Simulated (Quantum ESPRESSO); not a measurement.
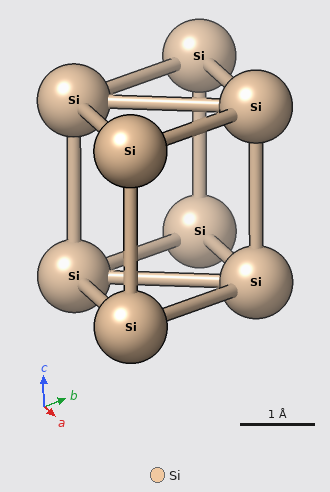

The structure as given in the input (ball-and-stick view of the cell of the calculation, seen slightly off an axis). An atom can appear more than once, as a periodic image. Near neighbours in the periodic cell (some may lie outside the picture): Si has 8 Si at 2.49 to 2.66 Å.

Run report: Si, projected density-of-states run

- system: Si (P-1, 1 atom in the cell)
- method: Kohn-Sham DFT of a periodic cell, PBE, PseudoDojo 0.4 SR PBEsol stringent, no spin polarisation (Quantum ESPRESSO 7.5)

The structure derives from a Materials Project entry.

The input:
```
&CONTROL
  calculation = 'scf'
  prefix = 'pwscf'
  outdir = './tmp'
  pseudo_dir = './pseudo'
  tprnfor = .true.
  tstress = .true.
  disk_io = 'low'
/
&SYSTEM
  ibrav = 0
  nat = 1
  ntyp = 1
  ecutwfc = 36
  nbnd = 7
  input_dft = 'pbe'
  occupations = 'smearing'
  smearing = 'mv'
  degauss = 0.00999582
/
&ELECTRONS
  conv_thr = 2d-10
  electron_maxstep = 120
  mixing_beta = 0.5
/
ATOMIC_SPECIES
Si    28.0850 Si.upf
CELL_PARAMETERS angstrom
   2.6622503000   -0.0362423300   -0.0068309500
  -1.3625119300    2.2317606800    0.0418965100
  -0.0064290300    0.0418196400    2.4877607300
ATOMIC_POSITIONS crystal
Si     0.0000000000    0.0000000000    0.0000000000
K_POINTS automatic
12 12 11 0 0 0
```

File nscf.in:
```
&CONTROL
  calculation = 'nscf'
  prefix = 'pwscf'
  outdir = './tmp'
  pseudo_dir = './pseudo'
  disk_io = 'low'
/
&SYSTEM
  ibrav = 0
  nat = 1
  ntyp = 1
  ecutwfc = 36
  nbnd = 7
  input_dft = 'pbe'
  occupations = 'tetrahedra_opt'
/
&ELECTRONS
  conv_thr = 1d-08
  electron_maxstep = 120
  mixing_beta = 0.5
/
ATOMIC_SPECIES
Si    28.0850 Si.upf
CELL_PARAMETERS angstrom
   2.6622503000   -0.0362423300   -0.0068309500
  -1.3625119300    2.2317606800    0.0418965100
  -0.0064290300    0.0418196400    2.4877607300
ATOMIC_POSITIONS crystal
Si     0.0000000000    0.0000000000    0.0000000000
K_POINTS automatic
18 18 17 0 0 0
```

File projwfc.in:
```
&PROJWFC
  prefix = 'pwscf'
  outdir = './tmp'
  filpdos = 'p'
  Emin = -5
  Emax = 20
  DeltaE = 0.05
/
```

Hardware: 1 thread of Intel Xeon (Sapphire Rapids), 16 GiB of memory available, shared host.

Run as:
```bash
OMP_NUM_THREADS=1 pw.x -in pw.in > pw.out
OMP_NUM_THREADS=1 pw.x -in nscf.in > nscf.out
OMP_NUM_THREADS=1 projwfc.x -in projwfc.in > projwfc.out
```

Log:
```
This program is part of the open-source Quantum ESPRESSO suite
     for quantum simulation of materials; please cite
         "P. Giannozzi et al., J. Phys.:Condens. Matter 21 395502 (2009);
         "P. Giannozzi et al., J. Phys.:Condens. Matter 29 465901 (2017);
         "P. Giannozzi et al., J. Chem. Phys. 152 154105 (2020);
          URL
     in publications or presentations arising from this work. More details at

     IMPORTANT: XC functional enforced from input :
     Exchange-correlation= PBE
                           (   1   4   3   4   0   0   0)
     Any further DFT definition will be discarded
     Please, verify this is what you really want

     Message from routine setup:
     using ibrav=0 with symmetry is DISCOURAGED, use correct ibrav instead

     G-vector sticks info
     --------------------
     sticks:   dense  smooth     PW     G-vecs:    dense   smooth      PW
     Sum         245     245     89                 2885     2885     683

     Using Slab Decomposition

     bravais-lattice index     =            0
     lattice parameter (alat)  =       5.0314  a.u.
     unit-cell volume          =      98.8890 (a.u.)^3
     number of atoms/cell      =            1
     number of atomic types    =            1
     number of electrons       =         4.00
     number of Kohn-Sham states=            7
     kinetic-energy cutoff     =      36.0000  Ry
     charge density cutoff     =     144.0000  Ry
     scf convergence threshold =      2.0E-10
     mixing beta               =       0.5000
     number of iterations used =            8  plain     mixing
     Exchange-correlation= PBE
                           (   1   4   3   4   0   0   0)

     celldm(1)=   5.031407  celldm(2)=   0.000000  celldm(3)=   0.000000
     celldm(4)=   0.000000  celldm(5)=   0.000000  celldm(6)=   0.000000

     crystal axes: (cart. coord. in units of alat)
               a(1) = (   0.999904  -0.013612  -0.002566 )
               a(2) = (  -0.511740   0.838218   0.015736 )
               a(3) = (  -0.002415   0.015707   0.934368 )

     reciprocal axes: (cart. coord. in units 2 pi/alat)
               b(1) = (  1.008459  0.615820 -0.007746 )
               b(2) = (  0.016330  1.203355 -0.020186 )
               b(3) = (  0.002494 -0.018575  1.070561 )

     PseudoPot. # 1 for Si read from file:
     Si.upf
     Pseudo is Norm-conserving + core correction, Zval =  4.0
     Generated using ONCVPSP code by D. R. Hamann
     Using radial grid of 1510 points,  6 beta functions with:
                l(1) =   0
                l(2) =   0
                l(3) =   1
                l(4) =   1
                l(5) =   2
                l(6) =   2

     atomic species   valence    mass     pseudopotential
     Si                4.00    28.08500     Si( 1.00)

      2 Sym. Ops., with inversion, found

   Cartesian axes

     site n.     atom                  positions (alat units)
         1        Si     tau(   1) = (   0.0000000   0.0000000   0.0000000  )

     number of k points=   794  Marzari-Vanderbilt smearing, width (Ry)=  0.0100

     Number of k-points >= 100: set verbosity='high' to print them.

     Dense  grid:     2885 G-vectors     FFT dimensions: (  20,  20,  18)

     Initial potential from superposition of free atoms

     starting charge       3.9994, renormalised to       4.0000
     Starting wfcs are    4 randomized atomic wfcs +    3 random wfcs

     Self-consistent Calculation

     iteration #  1     ecut=    36.00 Ry     beta= 0.50
     Davidson diagonalization with overlap
     ethr =  1.00E-02,  avg # of iterations =  6.2

     Threshold (ethr) on eigenvalues was too large:
     Diagonalizing with lowered threshold

     Davidson diagonalization with overlap
     ethr =  1.12E-04,  avg # of iterations =  2.9

     total energy              =      -8.45698934 Ry
     estimated scf accuracy    <       0.00441687 Ry

     iteration #  2     ecut=    36.00 Ry     beta= 0.50
     Davidson diagonalization with overlap
     ethr =  1.10E-04,  avg # of iterations =  1.0

     total energy              =      -8.45696822 Ry
     estimated scf accuracy    <       0.00104751 Ry

     iteration #  3     ecut=    36.00 Ry     beta= 0.50
     Davidson diagonalization with overlap
     ethr =  2.62E-05,  avg # of iterations =  1.4

     total energy              =      -8.45698626 Ry
     estimated scf accuracy    <       0.00000742 Ry

     iteration #  4     ecut=    36.00 Ry     beta= 0.50
     Davidson diagonalization with overlap
     c_bands:  1 eigenvalues not converged
     c_bands:  1 eigenvalues not converged
     ethr =  1.86E-07,  avg # of iterations =  3.3

     total energy              =      -8.45698754 Ry
     estimated scf accuracy    <       0.00000009 Ry

     iteration #  5     ecut=    36.00 Ry     beta= 0.50
     Davidson diagonalization with overlap
     ethr =  2.16E-09,  avg # of iterations =  2.5

     total energy              =      -8.45698759 Ry
     estimated scf accuracy    <       0.00000002 Ry

     iteration #  6     ecut=    36.00 Ry     beta= 0.50
     Davidson diagonalization with overlap
     ethr =  4.65E-10,  avg # of iterations =  1.1

     total energy              =      -8.45698759 Ry
     estimated scf accuracy    <          2.0E-10 Ry

     iteration #  7     ecut=    36.00 Ry     beta= 0.50
     Davidson diagonalization with overlap
     ethr =  5.01E-12,  avg # of iterations =  2.8

     End of self-consistent calculation

     Number of k-points >= 100: set verbosity='high' to print the bands.

     the Fermi energy is    10.2022 ev

!    total energy              =      -8.45698759 Ry
     estimated scf accuracy    <          4.7E-12 Ry
     smearing contrib. (-TS)   =       0.00002745 Ry
     internal energy E=F+TS    =      -8.45701504 Ry

     The total energy is F=E-TS. E is the sum of the following terms:
     one-electron contribution =       4.50574473 Ry
     hartree contribution      =       0.07903556 Ry
     xc contribution           =      -3.14794932 Ry
     ewald contribution        =      -9.89384601 Ry

     convergence has been achieved in   7 iterations

     Forces acting on atoms (cartesian axes, Ry/au):

     atom    1 type  1   force =     0.00000000    0.00000000    0.00000000

     Total force =     0.000000     Total SCF correction =     0.000000

     Computing stress (Cartesian axis) and pressure

          total   stress  (Ry/bohr**3)                   (kbar)     P=       24.10
   0.00021360   0.00017501  -0.00000788           31.42       25.74       -1.16
   0.00017501   0.00022007  -0.00016643           25.74       32.37      -24.48
  -0.00000788  -0.00016643   0.00005771           -1.16      -24.48        8.49

=------------------------------------------------------------------------------=
   JOB DONE.
=------------------------------------------------------------------------------=
```

File nscf.out:
```
This program is part of the open-source Quantum ESPRESSO suite
     for quantum simulation of materials; please cite
         "P. Giannozzi et al., J. Phys.:Condens. Matter 21 395502 (2009);
         "P. Giannozzi et al., J. Phys.:Condens. Matter 29 465901 (2017);
         "P. Giannozzi et al., J. Chem. Phys. 152 154105 (2020);
          URL
     in publications or presentations arising from this work. More details at

     IMPORTANT: XC functional enforced from input :
     Exchange-correlation= PBE
                           (   1   4   3   4   0   0   0)
     Any further DFT definition will be discarded
     Please, verify this is what you really want

     Atomic positions and unit cell read from directory:
     ./tmp/pwscf.save/

     Message from routine setup:
     using ibrav=0 with symmetry is DISCOURAGED, use correct ibrav instead
     [opt_tetra]  Optimized tetrahedron method is used.

     G-vector sticks info
     --------------------
     sticks:   dense  smooth     PW     G-vecs:    dense   smooth      PW
     Sum         245     245     89                 2885     2885     683

     Using Slab Decomposition

     bravais-lattice index     =            0
     lattice parameter (alat)  =       5.0314  a.u.
     unit-cell volume          =      98.8890 (a.u.)^3
     number of atoms/cell      =            1
     number of atomic types    =            1
     number of electrons       =         4.00
     number of Kohn-Sham states=            7
     kinetic-energy cutoff     =      36.0000  Ry
     charge density cutoff     =     144.0000  Ry
     Exchange-correlation= PBE
                           (   1   4   3   4   0   0   0)

     celldm(1)=   5.031407  celldm(2)=   0.000000  celldm(3)=   0.000000
     celldm(4)=   0.000000  celldm(5)=   0.000000  celldm(6)=   0.000000

     crystal axes: (cart. coord. in units of alat)
               a(1) = (   0.999904  -0.013612  -0.002566 )
               a(2) = (  -0.511740   0.838218   0.015736 )
               a(3) = (  -0.002415   0.015707   0.934368 )

     reciprocal axes: (cart. coord. in units 2 pi/alat)
               b(1) = (  1.008459  0.615820 -0.007746 )
               b(2) = (  0.016330  1.203355 -0.020186 )
               b(3) = (  0.002494 -0.018575  1.070561 )

     PseudoPot. # 1 for Si read from file:
     Si.upf
     Pseudo is Norm-conserving + core correction, Zval =  4.0
     Generated using ONCVPSP code by D. R. Hamann
     Using radial grid of 1510 points,  6 beta functions with:
                l(1) =   0
                l(2) =   0
                l(3) =   1
                l(4) =   1
                l(5) =   2
                l(6) =   2

     atomic species   valence    mass     pseudopotential
     Si                4.00    28.08500     Si( 1.00)

      2 Sym. Ops., with inversion, found

   Cartesian axes

     site n.     atom                  positions (alat units)
         1        Si     tau(   1) = (   0.0000000   0.0000000   0.0000000  )

     number of k points=  2756 (tetrahedron method)

     Number of k-points >= 100: set verbosity='high' to print them.

     Dense  grid:     2885 G-vectors     FFT dimensions: (  20,  20,  18)

     The potential is recalculated from file :
     ./tmp/pwscf.save/charge-density

     Starting wfcs are    4 randomized atomic wfcs +    3 random wfcs

     Band Structure Calculation
     Davidson diagonalization with overlap

     ethr =  2.50E-10,  avg # of iterations = 31.4

     End of band structure calculation

     Number of k-points >= 100: set verbosity='high' to print the bands.

     the Fermi energy is    10.2182 ev
     (compare with:    10.2022 eV, computed in scf)

=------------------------------------------------------------------------------=
   JOB DONE.
=------------------------------------------------------------------------------=
```

File projwfc.out:
```
This program is part of the open-source Quantum ESPRESSO suite
     for quantum simulation of materials; please cite
         "P. Giannozzi et al., J. Phys.:Condens. Matter 21 395502 (2009);
         "P. Giannozzi et al., J. Phys.:Condens. Matter 29 465901 (2017);
         "P. Giannozzi et al., J. Chem. Phys. 152 154105 (2020);
          URL
     in publications or presentations arising from this work. More details at

     ./tmp/pwscf.save/

     IMPORTANT: XC functional enforced from input :
     Exchange-correlation= PBE
                           (   1   4   3   4   0   0   0)
     Any further DFT definition will be discarded
     Please, verify this is what you really want

     G-vector sticks info
     --------------------
     sticks:   dense  smooth     PW     G-vecs:    dense   smooth      PW
     Sum         245     245     89                 2885     2885     683

     Using Slab Decomposition

     Optimized tetrahedron method (read from file)
     [opt_tetra]  Optimized tetrahedron method is used.

     Calling projwave ....

  Problem Sizes
  natomwfc =            4
  nbnd     =            7
  nkstot   =         2756
  npwx     =          375
  nkb      =           18

     Atomic states used for projection
     (read from pseudopotential files):

     state #   1: atom   1 (Si ), wfc  1 (l=0 m= 1)
     state #   2: atom   1 (Si ), wfc  2 (l=1 m= 1)
     state #   3: atom   1 (Si ), wfc  2 (l=1 m= 2)
     state #   4: atom   1 (Si ), wfc  2 (l=1 m= 3)

[... projections at each k point ...]
Lowdin Charges:

     Atom #   1: total charge =   3.9383, s =  1.2864,
     Atom #   1: total charge =   3.9383, p =  2.6519, pz=  0.9500, px=  0.8439, py=  0.8581,
     Spilling Parameter:   0.0154

=------------------------------------------------------------------------------=
   JOB DONE.
=------------------------------------------------------------------------------=
```

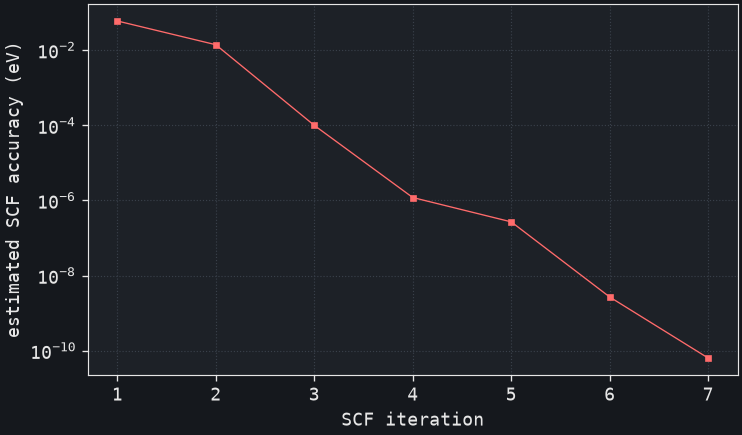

Convergence of the self-consistent field: estimated SCF accuracy against the iteration. The field takes 7 iterations in all.

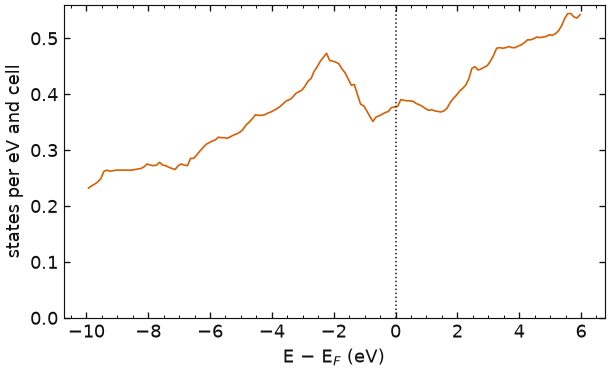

Density of states from the levels on the mesh of the run, whose fine structure reflects that mesh, with energies from the Fermi level of the run. At the top of the window the curve may fall because the computed bands end.

Results in brief:

```tsv
quantity	value
outcome	converged
space group (tolerance 0.01 Å)	P-1 (2)
electrons treated	4
free energy	−115.0632 eV
Fermi energy	10.202 eV
gap on the k-point mesh	none (metallic)
pressure	2.41 GPa
largest force (length of the vector)	under 0.001 eV/Å
wall time	64 s
peak memory	0.13 GiB
```

Further notes kept with the run: potentials made for another functional. Points of doubt noted for this run: potentials made for another functional.
